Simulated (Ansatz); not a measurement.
## Geometry relaxation of Si (part 1 of 2)

System: Si (Fd-3m, 2 atoms in the cell).
Method: DFT HSE06, scalar-relativistic, plane waves, PAW, no spin polarisation (Ansatz 0.2.0).

The structure derives from an entry of the Crystallography Open Database. Figures and captions count atoms from 1; the log counts them from 0 in places.

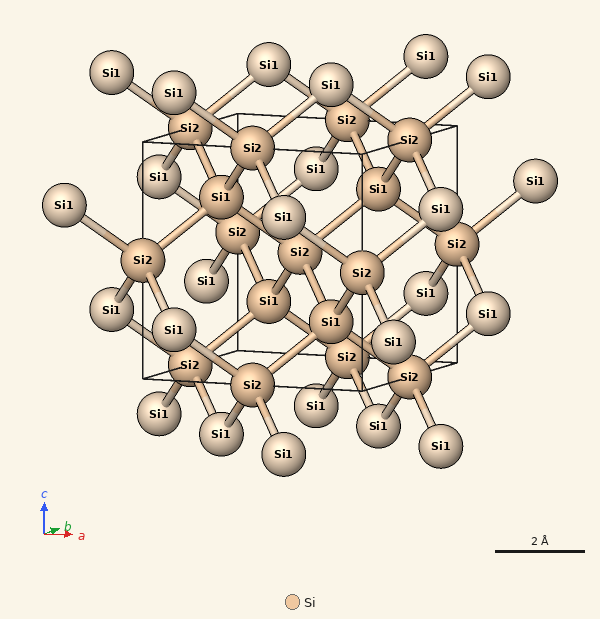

Figure 1. The input geometry (ball-and-stick view of the cell 4 times as large as that of the calculation, set on its symmetry axes, seen slightly off an axis; neighbours outside the cell are drawn fainter; atoms are numbered from 1 in the order of the input).

## Results in brief

```tsv
quantity	value
outcome	converged
space group (tolerance 0.01 Å)	Fd-3m (227)
electrons treated	8
free energy	−1272.5678 eV
Fermi energy	6.482 eV
gap on the k-point mesh	1.29 eV
pressure	0.00 GPa
final volume	40.26 Å³
largest force (length of the vector) at the end	under 0.001 eV/Å
final cell	a = 3.847 Å, b = 3.847 Å, c = 3.847 Å, α = 60.00°, β = 60.00°, γ = 60.00°
hardware	4 threads of Arm Neoverse V1, 24 GiB of memory available, shared host
wall time	16 s (CPU time 56 s)
peak memory	0.73 GiB
```

## The input
```yaml
crystal:
  lattice:
    - [0.0, 2.71356, 2.71356]
    - [2.71356, 0.0, 2.71356]
    - [2.71356, 2.71356, 0.0]
  atoms:
    - { symbol: Si, position: [0.75, 0.75, 0.75] }
    - { symbol: Si, position: [0.5, 0.5, 0.5] }
basis:
  ecutwfc: 420
kpoints:
  mp_grid: { grid: [6, 6, 6] }
hamiltonian:
  xc: hse06
scf:
  occupations: { method: gaussian, width: 0.02 }
output:
  forces: true
  stress: true
  eigenvalues: true
  write_density: true
  write_potential: true
  elf: true
  volumetric_format: npy
relax:
  adjacent_minimum: "off"
  f_tol: 0.005
  max_steps: 80
  cell: { stress_tol: 0.05 }
```

Launched with:
```bash
ansatz run input.yaml --threads 4 --pin off --max-ram 10240MiB --backend cpu --events-out ev --progress --plain --runs-dir out
```

## The program's output
```
Engine: ansatz 0.2.0, aarch64-unknown-linux-gnu
Pseudopotentials: kind: paw
Pseudopotential: Si, paw, valence charge 4, recommended cutoff 420 eV (normal), Si.paw.azcp
Functional definition: HSE06
  parameter a = 0.25
  parameter omega = 0.11/bohr
  exchange = pbe_x - a*pbe_x_sr(omega) + a*exact_x_sr(omega)
  correlation = pbe_c
Crystal: 2 atoms, lattice volume = 39.962 Å³
Basis set: ecut = 420 eV, 749 PW (Γ), exchange–correlation on 54×54×54 points (8 copies of the dense FFT grid, shifted against one another)
Bands: 8, of which v1, the nominal top of the filled ones, is band 4 counted from 1 (3 counted from 0)
Symmetry: 48 space group operations
Space group: Fd-3m (ITA 227), of the structure as read, at distance tolerance 3.4e-5 Å
k-points: 16 of 216
Non-local potential: Si, projectors of the file, l = 0: 2, l = 1: 2, l = 2: 2
PAW form: soft (Blöchl's): semilocal exchange-correlation on the pseudo side does not see the compensation charge
PAW frozen core: Si, regenerated for the run's functional, and the local potential with it (the file was generated under x = pbe(κ = 0.804, μ = 0.2195149727645171), c = pbe(β = 0.06672455060314922))
PAW one-centre angular grid: Si, 110 points (default); XC on 64 Gauss nodes
Initial density: superposition of atomic densities (neutral atoms: chi_scale 0, normalization atom), corrected by the library's trained network
Initial wavefunctions: pseudopotential atomic-orbital guess
Functional: x = pbe(κ = 0.804, μ = 0.2195149727645171), c = pbe(β = 0.06672455060314922), warm-up for x = pbe(κ = 0.804, μ = 0.2195149727645171) + 0.25 (exact − pbe) at short range (hse, ω = 0.20786987370883472 Å⁻¹), c = pbe(β = 0.06672455060314922); HSE06 as pw.x's `hse` composes it (authors' and Libxc's form: `xc: wpbeh`)
SCF iter   1: F=—  HF=-1271.582275 eV  |F-HF|=—  |Δ(HF+E_count)|=         —  Δρ=7.21e-4  dr2=7.75e-5  ethr=1.77e-3  ⟨swp⟩=7.3  Hψ=644  notcnv=0
preconditioner: auto → none  [insulator: Δε(μ)=0.697 eV  Ē_g=9.488 eV  σ=0.020 eV  W_gap=1.00  n_scr=8 (ndim 8)  ℏωp=16.6 eV  f_vac=0.000  D(μ)=0.00/eV (n_scr^D=0)]
SCF iter   2: F=-1271.582542 eV  HF=-1271.582496 eV  |F-HF|=4.59e-5  |Δ(HF+E_count)|=   2.20e-4  Δρ=3.56e-4  dr2=1.81e-5  ethr=9.68e-7  ⟨swp⟩=4.5  Hψ=405  notcnv=0  defer=7
SCF 1 stopped early in 2 iterations: F = -1271.582542 eV  dr2 = 1.81e-5
  greatest PAW one-centre occupation: 0.633 electrons in one spin orbital (limit 2), on the Si atom at site 1 (counted from 0), in its partial waves of l = 0
Initial density: handed on by an earlier stage of this run
Initial wavefunctions: those handed on with the density
Functional: x = pbe(κ = 0.804, μ = 0.2195149727645171) + 0.25 (exact − pbe) at short range (hse, ω = 0.20786987370883472 Å⁻¹), c = pbe(β = 0.06672455060314922); HSE06 as pw.x's `hse` composes it (authors' and Libxc's form: `xc: wpbeh`)
Exchange kernel: α = 0.2500, screened, ω = 0.2079 Å⁻¹, Wigner–Seitz truncation, v(0) = 1046.3972 eV·Å³, q-mesh 6×6×6, nearest image of the exchange supercell L = 23.03 Å, pair-density grid 20×20×20, without the augmentation charges, whose exchange is taken in its separable form by FFT convolution over the k-point mesh (sized by the pseudopotential files, 24×24×24 at the most), smooth part of the exact exchange by density-matrix convolution
Frozen-core exchange: fock
SCF iter   1: F=—  HF=-1272.565760 eV  |F-HF|=—  |Δ(HF+E_count)|=         —  Δρ=2.86e-3  dr2=2.47e-3  ethr=2.26e-6  ⟨swp⟩=6.4  Hψ=654  notcnv=0
preconditioner: auto → none  [insulator: Δε(μ)=1.228 eV  Ē_g=10.857 eV  σ=0.020 eV  W_gap=1.00  n_scr=8 (ndim 8)  ℏωp=16.6 eV  f_vac=0.000  D(μ)=0.00/eV (n_scr^D=0)]
SCF iter   2: F=—  HF=-1272.564735 eV  |F-HF|=—  |Δ(HF+E_count)|=   1.03e-3  Δρ=1.32e-3  dr2=7.36e-4  ethr=2.26e-6  ⟨swp⟩=3.0  Hψ=281  notcnv=0
SCF iter   3: F=—  HF=-1272.567077 eV  |F-HF|=—  |Δ(HF+E_count)|=   2.34e-3  Δρ=4.54e-4  dr2=6.53e-5  ethr=2.26e-6  ⟨swp⟩=3.9  Hψ=306  notcnv=0
iter 4 solved again at ethr=6.97e-9 eV; its pass at ethr=6.70e-7 eV (dr2=5.57e-7 eV) is discarded
SCF iter   4: F=—  HF=-1272.567057 eV  |F-HF|=—  |Δ(HF+E_count)|=   1.95e-5  Δρ=4.59e-5  dr2=5.99e-6  ethr=6.97e-9  ⟨swp⟩=4.0  Hψ=479  notcnv=0
eigensolver tolerance schedule: the retry pair's looser diagonalisation over-reported the residual by 0.40 of it (diagonalisation noise at 0.40 of the residual, at the tolerance the schedule requests for it); recorded, not acted on — ethr = c·dr2/N_el stays at c = 1.0e-1
SCF iter   5: F=-1272.567100 eV  HF=-1272.567101 eV  |F-HF|=9.37e-7  |Δ(HF+E_count)|=   4.36e-5  Δρ=7.32e-5  dr2=1.98e-6  ethr=4.98e-9  ⟨swp⟩=4.8  Hψ=335  notcnv=0
SCF 2 stopped early in 5 iterations: F = -1272.567100 eV  dr2 = 1.98e-6
  greatest PAW one-centre occupation: 0.637 electrons in one spin orbital (limit 2), on the Si atom at site 1 (counted from 0), in its partial waves of l = 0
hybrid outer 1: dexx = +3.022e-3 eV, tail = 5.41e-6 eV
Exchange kernel: α = 0.2500, screened, ω = 0.2079 Å⁻¹, Wigner–Seitz truncation, v(0) = 1046.3972 eV·Å³, q-mesh 6×6×6, nearest image of the exchange supercell L = 23.03 Å, pair-density grid 20×20×20, without the augmentation charges, whose exchange is taken in its separable form by FFT convolution over the k-point mesh (sized by the pseudopotential files, 24×24×24 at the most), smooth part of the exact exchange by density-matrix convolution
Frozen-core exchange: fock
SCF iter   1: F=—  HF=-1272.567089 eV  |F-HF|=—  |Δ(HF+E_count)|=         —  Δρ=1.53e-5  dr2=6.37e-8  ethr=3.38e-7  ⟨swp⟩=4.2  Hψ=340  notcnv=0
preconditioner: auto → none  [insulator: Δε(μ)=1.276 eV  Ē_g=10.869 eV  σ=0.020 eV  W_gap=1.00  n_scr=8 (ndim 8)  ℏωp=16.6 eV  f_vac=0.000  D(μ)=0.00/eV (n_scr^D=0)]
SCF iter   2: F=—  HF=-1272.567089 eV  |F-HF|=—  |Δ(HF+E_count)|=   1.61e-9  Δρ=6.98e-6  dr2=7.27e-9  ethr=7.72e-10  ⟨swp⟩=3.7  Hψ=253  notcnv=0
SCF iter   3: F=—  HF=-1272.567089 eV  |F-HF|=—  |Δ(HF+E_count)|=   1.55e-9  Δρ=1.18e-6  dr2=3.17e-9  ethr=6.73e-11  ⟨swp⟩=2.3  Hψ=197  notcnv=0
SCF iter   4: F=—  HF=-1272.567089 eV  |F-HF|=—  |Δ(HF+E_count)|=   1.49e-8  Δρ=1.25e-6  dr2=9.44e-10  ethr=8.09e-12  ⟨swp⟩=4.1  Hψ=291  notcnv=0
SCF iter   5: F=—  HF=-1272.567089 eV  |F-HF|=—  |Δ(HF+E_count)|=  3.72e-10  Δρ=1.49e-7  dr2=2.35e-11  ethr=8.09e-12  ⟨swp⟩=2.2  Hψ=197  notcnv=0
SCF iter   6: F=-1272.567089 eV  HF=-1272.567089 eV  |F-HF|=2.73e-12  |Δ(HF+E_count)|=  1.12e-10  Δρ=7.79e-8  dr2=3.70e-12  ethr=1.00e-12  ⟨swp⟩=2.5  Hψ=203  notcnv=0
SCF 3 converged in 6 iterations: F = -1272.567089 eV  dr2 = 3.70e-12
  Residual-converged pass: ⟨swp⟩=4.6  Hψ=337  notcnv=0  max |occ|·‖R‖ = 1.0e-8 eV (tolerance 1.0e-8 eV)  dr2=3.22e-12  dr2_onsite=7.66e-14  max |Δocc| = 0.0e0
hybrid outer 2: dexx = +2.586e-8 eV, tail = 3.42e-10 eV, Δε = 9.42e-4 eV (about 1.45e-5 eV left of the loop's levels)
Exchange kernel: α = 0.2500, screened, ω = 0.2079 Å⁻¹, Wigner–Seitz truncation, v(0) = 1046.3972 eV·Å³, q-mesh 6×6×6, nearest image of the exchange supercell L = 23.03 Å, pair-density grid 20×20×20, without the augmentation charges, whose exchange is taken in its separable form by FFT convolution over the k-point mesh (sized by the pseudopotential files, 24×24×24 at the most), smooth part of the exact exchange by density-matrix convolution
Frozen-core exchange: fock
SCF iter   1: F=—  HF=-1272.567089 eV  |F-HF|=—  |Δ(HF+E_count)|=         —  Δρ=2.44e-7  dr2=5.78e-12  ethr=2.14e-11  ⟨swp⟩=7.6  Hψ=523  notcnv=0
SCF iter   2: F=-1272.567089 eV  HF=-1272.567089 eV  |F-HF|=6.82e-13  |Δ(HF+E_count)|=  3.41e-12  Δρ=2.45e-8  dr2=3.51e-13  ethr=1.00e-12  ⟨swp⟩=2.0  Hψ=192  notcnv=0
SCF 4 converged in 2 iterations: F = -1272.567089 eV  dr2 = 3.51e-13
  Residual-converged pass: ⟨swp⟩=4.0  Hψ=315  notcnv=0  max |occ|·‖R‖ = 9.8e-9 eV (tolerance 1.0e-8 eV)  dr2=3.24e-13  dr2_onsite=3.82e-14  max |Δocc| = 0.0e0
hybrid outer 3: dexx = +5.155e-12 eV, tail = 9.16e-13 eV, Δε = 5.20e-6 eV (about 2.54e-7 eV left of the loop's levels), ΔF = 6.71e-17 eV/Å (tail 1.77e-17)
relax step   1: F+E_penalty+E_count = -1272.56708888 eV  Δ(F+E_penalty+E_count) = +0.000e0 eV  max|allowed force component| = 1.850e-17 eV/Å  Δτ_max = 0.0000 Å  P = +0.754 GPa  Ω = 39.962 Å³  (15 SCF iters, accepted)
Crystal: 2 atoms, lattice volume = 40.205 Å³
Exchange kernel: α = 0.2500, screened, ω = 0.2079 Å⁻¹, Wigner–Seitz truncation, v(0) = 1046.4116 eV·Å³, q-mesh 6×6×6, nearest image of the exchange supercell L = 23.07 Å, pair-density grid 20×20×20, without the augmentation charges, whose exchange is taken in its separable form by FFT convolution over the k-point mesh (sized by the pseudopotential files, 24×24×24 at the most), smooth part of the exact exchange by density-matrix convolution
Frozen-core exchange: fock
iter 1 solved again at ethr=4.00e-6 eV; its pass at ethr=1.00e-1 eV (dr2=3.20e-4 eV) is discarded
SCF iter   1: F=—  HF=-1272.567707 eV  |F-HF|=—  |Δ(HF+E_count)|=         —  Δρ=4.27e-4  dr2=1.25e-4  ethr=4.00e-6  ⟨swp⟩=4.4  Hψ=603  notcnv=0
preconditioner: auto → none  [insulator: Δε(μ)=1.280 eV  Ē_g=10.835 eV  σ=0.020 eV  W_gap=1.00  n_scr=8 (ndim 8)  ℏωp=16.6 eV  f_vac=0.000  D(μ)=0.00/eV (n_scr^D=0)]
SCF iter   2: F=—  HF=-1272.567663 eV  |F-HF|=—  |Δ(HF+E_count)|=   4.38e-5  Δρ=1.53e-4  dr2=2.11e-5  ethr=1.43e-6  ⟨swp⟩=2.0  Hψ=192  notcnv=0
SCF iter   3: F=—  HF=-1272.567731 eV  |F-HF|=—  |Δ(HF+E_count)|=   6.74e-5  Δρ=8.04e-5  dr2=3.93e-6  ethr=1.70e-7  ⟨swp⟩=4.0  Hψ=280  notcnv=0
iter 4 solved again at ethr=1.24e-9 eV; its pass at ethr=4.47e-8 eV (dr2=9.89e-8 eV) is discarded
SCF iter   4: F=—  HF=-1272.567729 eV  |F-HF|=—  |Δ(HF+E_count)|=   1.67e-6  Δρ=1.95e-5  dr2=3.42e-7  ethr=1.24e-9  ⟨swp⟩=4.0  Hψ=452  notcnv=0
SCF iter   5: F=—  HF=-1272.567731 eV  |F-HF|=—  |Δ(HF+E_count)|=   1.64e-6  Δρ=1.44e-5  dr2=1.33e-7  ethr=1.24e-9  ⟨swp⟩=3.9  Hψ=282  notcnv=0
SCF iter   6: F=-1272.567731 eV  HF=-1272.567731 eV  |F-HF|=7.59e-11  |Δ(HF+E_count)|=   5.78e-8  Δρ=8.35e-7  dr2=1.00e-8  ethr=1.24e-9  ⟨swp⟩=3.0  Hψ=223  notcnv=0
SCF 5 stopped early in 6 iterations: F = -1272.567731 eV  dr2 = 1.00e-8
hybrid outer 1: dexx = +7.898e-5 eV, tail = 4.12e-8 eV
Exchange kernel: α = 0.2500, screened, ω = 0.2079 Å⁻¹, Wigner–Seitz truncation, v(0) = 1046.4116 eV·Å³, q-mesh 6×6×6, nearest image of the exchange supercell L = 23.07 Å, pair-density grid 20×20×20, without the augmentation charges, whose exchange is taken in its separable form by FFT convolution over the k-point mesh (sized by the pseudopotential files, 24×24×24 at the most), smooth part of the exact exchange by density-matrix convolution
Frozen-core exchange: fock
SCF iter   1: F=—  HF=-1272.567731 eV  |F-HF|=—  |Δ(HF+E_count)|=         —  Δρ=2.38e-6  dr2=2.60e-9  ethr=2.57e-9  ⟨swp⟩=6.6  Hψ=485  notcnv=0
preconditioner: auto → none  [insulator: Δε(μ)=1.288 eV  Ē_g=10.837 eV  σ=0.020 eV  W_gap=1.00  n_scr=8 (ndim 8)  ℏωp=16.6 eV  f_vac=0.000  D(μ)=0.00/eV (n_scr^D=0)]
SCF iter   2: F=—  HF=-1272.567731 eV  |F-HF|=—  |Δ(HF+E_count)|=  4.18e-10  Δρ=7.01e-7  dr2=1.24e-10  ethr=2.44e-11  ⟨swp⟩=3.1  Hψ=256  notcnv=0
SCF iter   3: F=—  HF=-1272.567731 eV  |F-HF|=—  |Δ(HF+E_count)|=  5.86e-10  Δρ=2.90e-7  dr2=4.58e-11  ethr=1.00e-12  ⟨swp⟩=3.4  Hψ=264  notcnv=0
SCF iter   4: F=-1272.567731 eV  HF=-1272.567731 eV  |F-HF|=2.27e-13  |Δ(HF+E_count)|=  1.61e-11  Δρ=1.32e-8  dr2=2.09e-12  ethr=1.00e-12  ⟨swp⟩=2.0  Hψ=192  notcnv=0
SCF 6 converged in 4 iterations: F = -1272.567731 eV  dr2 = 2.09e-12
  Residual-converged pass: ⟨swp⟩=4.1  Hψ=322  notcnv=0  max |occ|·‖R‖ = 9.1e-9 eV (tolerance 1.0e-8 eV)  dr2=2.11e-12  dr2_onsite=1.09e-15  max |Δocc| = 0.0e0
hybrid outer 2: dexx = +8.295e-10 eV, tail = 1.16e-11 eV, Δε = 7.01e-5 eV (about 1.27e-6 eV left of the loop's levels)
relax step   2: F+E_penalty+E_count = -1272.56773051 eV  Δ(F+E_penalty+E_count) = -6.416e-4 eV  max|allowed force component| = 6.939e-17 eV/Å  Δτ_max = 0.0000 Å  P = +0.145 GPa  Ω = 40.205 Å³  energy of the carried Pulay correction = -3.610e-5 eV  (10 SCF iters, accepted)
Crystal: 2 atoms, lattice volume = 40.263 Å³
Exchange kernel: α = 0.2500, screened, ω = 0.2079 Å⁻¹, Wigner–Seitz truncation, v(0) = 1046.4150 eV·Å³, q-mesh 6×6×6, nearest image of the exchange supercell L = 23.08 Å, pair-density grid 20×20×20, without the augmentation charges, whose exchange is taken in its separable form by FFT convolution over the k-point mesh (sized by the pseudopotential files, 24×24×24 at the most), smooth part of the exact exchange by density-matrix convolution
Frozen-core exchange: fock
iter 1 solved again at ethr=2.30e-7 eV; its pass at ethr=1.00e-1 eV (dr2=1.84e-5 eV) is discarded
```
